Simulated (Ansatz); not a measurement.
# Ge$_{5}$H$_{2}$: geometry relaxation (part 2 of 3)

Continued. System: Ge$_{5}$H$_{2}$ (slab, 28 atoms in the cell). Method: DFT LDA, scalar-relativistic, plane waves, PAW, no spin polarisation (Ansatz 0.2.0); cutoff 420 eV, 3×3×1 k-mesh, Gaussian smearing of 0.05 eV. The structure derives from an entry of the Crystallography Open Database. The input holds or restrains some coordinates. Forces given for the steps count only the free coordinates.

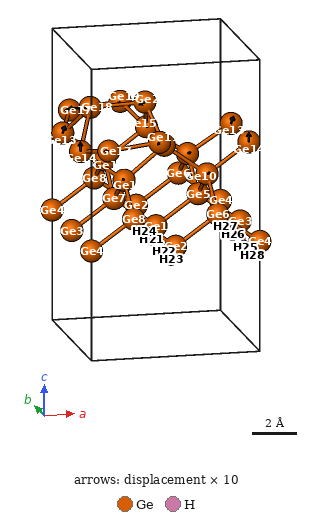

Figure 1. The starting structure with the displacements as black arrows, magnified 10 times (ball-and-stick view of the cell of the calculation, with the vacuum cut short, seen slightly off an axis). The atom that moves furthest is Ge18 (0.11 Å). H stays in place. The cell doesn't change. Among the contacts that change: Ge13–Ge18 2.563 → 2.478 Å, Ge18–Ge20 2.584 → 2.662 Å, Ge17–Ge19 2.415 → 2.429 Å, Ge10–Ge14 2.439 → 2.450 Å. Among the angles that change: Ge12–Ge14–Ge18 97.8° → 100.7°, Ge17–Ge14–Ge18 113.1° → 116.0°, Ge13–Ge17–Ge14 132.2° → 135.0°. After 2 geometry steps the energy has fallen by 64.0 meV per cell of the calculation. The largest force component goes from 0.57 to 0.018 eV/Å. (Atoms are counted from 1 in the order of the input.)

```
WARN: The output density's exchange-correlation potential varies sharply where the density is thin. Do not read a vacuum level from v_tot or v_xc, or from such a field of the output density. On a cell that repeats whose density bears no net charge and no dipole along the vacuum's axis use v_es (v_loc + v_h of the components); under efield.dipole_correction with no amplitude use v_es + v_field, which holds any external_charges[].barrier, or the levels of the report's work_function block, which leave it out; under a non-zero efield.amplitude the vacuum is tilted and has no level; on a cell that repeats and bears such a dipole with no correction it is tilted too, and efield.dipole_correction with no amplitude gives each side of its ramp a level where efield: is served; in a cell that repeats whose density bears a net charge (total_charge, or a fill off its count) it is curved and has none; of a slab under crystal.periodic whose density bears no net charge use v_es, which has a level on each side, short of where the two are joined; of another it falls or rises all the way out and has none; of a slab beside external_charges read slab_vacuum_level instead, which it has where they leave it neutral. The grid or the basis barely resolves most such structure, and the values can differ between equally converged runs; as a rule a tighter scf.convergence.dr2_threshold does not remove it. Where the density itself ripples (under the LDA too) a higher basis.ecutwfc lessens it. The files hold the spikes' plane waves up to the density's cutoff. Files: v_tot_of_output_density and the like, and their columns of v_z.tsv (output.write_potential); v_xc_of_output_density and the like, and their columns of v_comp_z.tsv (output.write_potential_components). Measured: with its Gaussian average of σ = 0.25 Å subtracted twice, the exchange-correlation potential is over 0.1 eV at 1550 of the grid points where the equally averaged density (valence and model cores) is under 1e-3 e/Å³, and 0.275 eV at the most among them, at an averaged density of 4.9e-5 e/Å³. The input density's (outcome.potential() and, of a run that writes arrays, v_tot and v_xc) is over 0.1 eV, so measured, at 1558 points of its own thin density, 0.275 eV at the most. See output.write_potential in the manual, Limitations
SCF converged after 11 iterations
Free energy (F): -84431.565945 eV
Harris-Foulkes:  -84431.565945 eV  (|F-HF|=3.27e-8)
Internal energy: -84431.546807 eV  (E = F + TS)
E sigma→0 (E₀):  -84431.556376 eV
Entropy (-TS):   -0.019138 eV (-0.683 meV/atom)
Fermi energy:    -0.099762 eV
Dipole field:    D = -0.006188 V/Å  (p = -0.041891 e·Å, saw-weighted, corrected)
Work function:   Φ+ = 4.9374 eV   Φ− = 4.8173 eV
Levels:          The Fermi level and band energies are counted from a zero that moves with the ramp; work functions are not
--- Per-component energies (eV) ---
  E_band       = -5308.605495
  E_kinetic    = 2342.869039
  E_local      = -207898.659303  (includes V_loc(G=0)·N_el)
  E_nonlocal   = 8439.280954
  E_hartree    = 99764.479860
  E_xc         = -1571.335433
  E_vxc        = -1389.954384  (∫ρ·V_xc dr)
  E_paw        = -38822.598154  (= ΣΔE_a)
  E_vpaw       = -6331.424995  (= ΣTr[D̂ρ^β])
  E_aug_tail   = -0.003585  (compensation charges beyond the density's cutoff)
  E_efield     = 0.000130  (sawtooth field / dipole correction)
  E_vefield    = 0.296653  (∫n·V_field dr)
  E_ewald      = 53276.253161
  E_core_change = 38.166525  (= ΣΔE_core)
  E_smearing   = -0.019138  (= −TS)
  E_closure    = 0.000000  (closes the sum)
  Σ components = -84431.565945   (vs F -84431.565945, Δ=0.00e0)
--- Forces (eV/Å), atoms counted from 1 ---
  atom   1  Ge     0.13186053     0.00000000     0.24982044
  atom   2  Ge     0.04966229     0.00000000     0.22940670
  atom   3  Ge    -0.11353149     0.00000000     0.26230476
  atom   4  Ge    -0.06555517     0.00000000     0.26160031
  atom   5  Ge    -0.07019152     0.00000000    -0.09360275
  atom   6  Ge     0.02757285     0.00000000     0.15751236
  atom   7  Ge     0.00901195     0.00000000    -0.80857226
  atom   8  Ge     0.02089238     0.00000000    -0.73788340
  atom   9  Ge     0.00580244     0.00729626    -0.00264940
  atom  10  Ge     0.00580244    -0.00729626    -0.00264940
  atom  11  Ge     0.00203293     0.01029988     0.00201354
  atom  12  Ge     0.00203293    -0.01029988     0.00201354
  atom  13  Ge    -0.00001023     0.00801126    -0.01532130
  atom  14  Ge    -0.00001023    -0.00801126    -0.01532130
  atom  15  Ge     0.01010374    -0.00723424     0.00489362
  atom  16  Ge     0.01010374     0.00723424     0.00489362
  atom  17  Ge     0.00237873     0.00000000     0.49203040
  atom  18  Ge    -0.01848749     0.00000000    -0.05316965
  atom  19  Ge    -0.00650230     0.00000000     0.00184698
  atom  20  Ge    -0.00898332     0.00000000    -0.01017121
  atom  21  H     -0.06274167    -0.00813748    -0.00284078
  atom  22  H     -0.06274167     0.00813748    -0.00284078
  atom  23  H     -0.01320986    -0.00528502     0.01466560
  atom  24  H     -0.01320986     0.00528502     0.01466560
  atom  25  H      0.05205983     0.00867487     0.00078555
  atom  26  H      0.05205983    -0.00867487     0.00078555
  atom  27  H      0.02688125     0.00517705     0.02244632
  atom  28  H      0.02688125    -0.00517705     0.02244632
  max |Σ_I F_I| component: 8.91e-4 eV/Å
--- Band table (eV) ---
  k-point 0: bands = ["-24.6679", "-24.6447", "-24.6172", "-24.6041", "-24.5761", "-24.5653", "-24.5539", "-24.5413", "-24.5345", "-24.5337", "-24.5310", "-24.5279", "-24.5245", "-24.5152", "-24.5122", "-24.5101", "-24.5019", "-24.4874", "-24.4800", "-24.4705", "-24.4650", "-24.4580", "-24.4511", "-24.4461", "-24.4434", "-24.4409", "-24.4294", "-24.4179", "-24.4158", "-24.4084", "-24.4039", "-24.3889", "-24.3663", "-24.3640", "-24.3527", "-24.3430", "-24.3380", "-24.3316", "-24.3303", "-24.3258",
      "-24.3227", "-24.3114", "-24.3100", "-24.3058", "-24.3034", "-24.2899", "-24.2861", "-24.2797", "-24.2789", "-24.2765", "-24.2695", "-24.2667", "-24.2630", "-24.2536", "-24.2505", "-24.2468", "-24.2438", "-24.2412", "-24.2403", "-24.2298", "-24.2272", "-24.2231", "-24.2163", "-24.2140", "-24.2056", "-24.1962", "-24.1859", "-24.1795", "-24.1794", "-24.1649", "-24.1589", "-24.1455", "-24.1426", "-24.1396", "-24.1374", "-24.1330", "-24.1292", "-24.1215", "-24.1193", "-24.1160",
      "-24.1021", "-24.0982", "-24.0892", "-24.0871", "-24.0861", "-24.0832", "-24.0818", "-24.0744", "-24.0665", "-24.0654", "-24.0628", "-24.0520", "-24.0481", "-24.0435", "-24.0280", "-23.9532", "-23.9487", "-23.9419", "-23.9327", "-23.9276", "-12.2981", "-11.0818", "-10.5250", "-10.5159", "-10.4474", "-10.0289", "-9.6470", "-9.2051", "-9.0528", "-8.6964", "-8.5574", "-8.4261", "-8.3926", "-7.2182", "-7.0416", "-6.8019", "-6.7939", "-6.2752", "-5.6012", "-5.4728",
      "-5.2523", "-4.3042", "-3.8839", "-3.3495", "-3.1987", "-2.9878", "-2.9268", "-2.6183", "-2.4821", "-2.4256", "-2.1109", "-2.0688", "-1.7516", "-1.7172", "-1.7050", "-1.2663", "-1.2080", "-1.0231", "-0.9767", "-0.8339", "-0.6626", "-0.4363", "-0.4104", "-0.2749", "-0.1810", "0.8948", "0.9193", "1.2398", "1.4974", "1.5235", "1.8118", "2.0619", "2.1844", "2.2512", "2.3044", "2.6149", "2.9588", "3.1166", "3.2899", "3.5169",
      "3.6699", "3.8553", "3.9760", "4.1651", "4.1948", "4.2340", "4.2908", "4.3213", "4.6066", "4.7189", "4.8412", "4.8665", "5.0586"]
  k-point 1: bands = ["-24.6675", "-24.6444", "-24.6181", "-24.6045", "-24.5784", "-24.5674", "-24.5540", "-24.5496", "-24.5384", "-24.5365", "-24.5353", "-24.5273", "-24.5235", "-24.5180", "-24.5141", "-24.5006", "-24.4942", "-24.4888", "-24.4826", "-24.4699", "-24.4572", "-24.4534", "-24.4490", "-24.4444", "-24.4408", "-24.4340", "-24.4271", "-24.4205", "-24.4158", "-24.4087", "-24.3899", "-24.3877", "-24.3712", "-24.3640", "-24.3506", "-24.3434", "-24.3403", "-24.3370", "-24.3294", "-24.3246",
      "-24.3228", "-24.3161", "-24.3095", "-24.3077", "-24.3026", "-24.2937", "-24.2905", "-24.2834", "-24.2782", "-24.2756", "-24.2706", "-24.2647", "-24.2626", "-24.2558", "-24.2529", "-24.2496", "-24.2441", "-24.2405", "-24.2392", "-24.2353", "-24.2317", "-24.2247", "-24.2162", "-24.2095", "-24.2000", "-24.1933", "-24.1879", "-24.1820", "-24.1749", "-24.1707", "-24.1604", "-24.1450", "-24.1444", "-24.1397", "-24.1342", "-24.1329", "-24.1285", "-24.1215", "-24.1189", "-24.1152",
      "-24.1018", "-24.0983", "-24.0868", "-24.0865", "-24.0860", "-24.0834", "-24.0819", "-24.0738", "-24.0663", "-24.0659", "-24.0626", "-24.0522", "-24.0483", "-24.0439", "-24.0280", "-23.9532", "-23.9485", "-23.9419", "-23.9329", "-23.9265", "-12.0854", "-11.3923", "-10.8656", "-10.4004", "-10.2266", "-9.7982", "-9.5807", "-9.4593", "-9.1469", "-8.9648", "-8.8955", "-8.7705", "-7.4545", "-7.2956", "-7.0311", "-6.6050", "-6.3397", "-5.9601", "-5.2469", "-4.8528",
      "-4.7683", "-4.5344", "-4.1212", "-3.7087", "-3.3540", "-3.3520", "-3.2223", "-3.0287", "-2.6698", "-2.6101", "-2.4712", "-2.2738", "-2.1773", "-1.9814", "-1.8865", "-1.8120", "-1.5966", "-1.3374", "-1.1668", "-0.9594", "-0.6972", "-0.6022", "-0.5717", "-0.2412", "0.4536", "1.2363", "1.3393", "1.5570", "1.7813", "2.0680", "2.3266", "2.5310", "2.5880", "2.6825", "2.8589", "2.9982", "3.1817", "3.2751", "3.3949", "3.5401",
      "3.5804", "3.7946", "3.9518", "4.1922", "4.3144", "4.4771", "4.5276", "4.6123", "4.8264", "4.8918", "4.9489", "5.0998", "5.2093"]
  k-point 2: bands = ["-24.6678", "-24.6446", "-24.6173", "-24.6041", "-24.5770", "-24.5655", "-24.5546", "-24.5408", "-24.5351", "-24.5347", "-24.5313", "-24.5309", "-24.5277", "-24.5207", "-24.5139", "-24.5077", "-24.5008", "-24.4846", "-24.4777", "-24.4659", "-24.4602", "-24.4552", "-24.4495", "-24.4487", "-24.4461", "-24.4390", "-24.4282", "-24.4191", "-24.4147", "-24.4085", "-24.4041", "-24.3964", "-24.3639", "-24.3612", "-24.3566", "-24.3441", "-24.3309", "-24.3293", "-24.3236", "-24.3234",
      "-24.3154", "-24.3122", "-24.3072", "-24.3037", "-24.3034", "-24.2942", "-24.2914", "-24.2865", "-24.2802", "-24.2757", "-24.2729", "-24.2672", "-24.2630", "-24.2595", "-24.2517", "-24.2501", "-24.2447", "-24.2421", "-24.2394", "-24.2297", "-24.2274", "-24.2155", "-24.2140", "-24.2111", "-24.2045", "-24.1944", "-24.1852", "-24.1808", "-24.1799", "-24.1645", "-24.1583", "-24.1451", "-24.1415", "-24.1409", "-24.1368", "-24.1314", "-24.1292", "-24.1224", "-24.1192", "-24.1166",
      "-24.1151", "-24.1020", "-24.0977", "-24.0887", "-24.0886", "-24.0859", "-24.0837", "-24.0713", "-24.0691", "-24.0667", "-24.0558", "-24.0509", "-24.0446", "-24.0349", "-24.0239", "-23.9532", "-23.9487", "-23.9419", "-23.9327", "-23.9276", "-12.1337", "-11.3038", "-10.7580", "-10.3037", "-10.2775", "-10.1132", "-9.6166", "-9.5363", "-9.2706", "-9.0903", "-8.9565", "-7.5491", "-7.3263", "-7.2895", "-6.9519", "-6.8203", "-6.6400", "-6.3026", "-5.6189", "-5.5451",
      "-5.4190", "-4.3480", "-3.5765", "-3.3959", "-3.1870", "-2.9951", "-2.7596", "-2.5969", "-2.5249", "-2.4823", "-2.2811", "-2.1346", "-2.1112", "-1.9787", "-1.9758", "-1.8592", "-1.8369", "-1.6530", "-1.1815", "-1.1352", "-0.6579", "-0.4448", "-0.2929", "-0.1848", "-0.0921", "0.9583", "1.4783", "1.5356", "1.6179", "1.8179", "2.2136", "2.2955", "2.4151", "2.6117", "2.7455", "2.8523", "2.9495", "3.0943", "3.5795", "3.7772",
      "3.8822", "4.0188", "4.0656", "4.1970", "4.2991", "4.3710", "4.4223", "4.5711", "4.7072", "4.8218", "4.9519", "5.0603", "5.0919"]
```
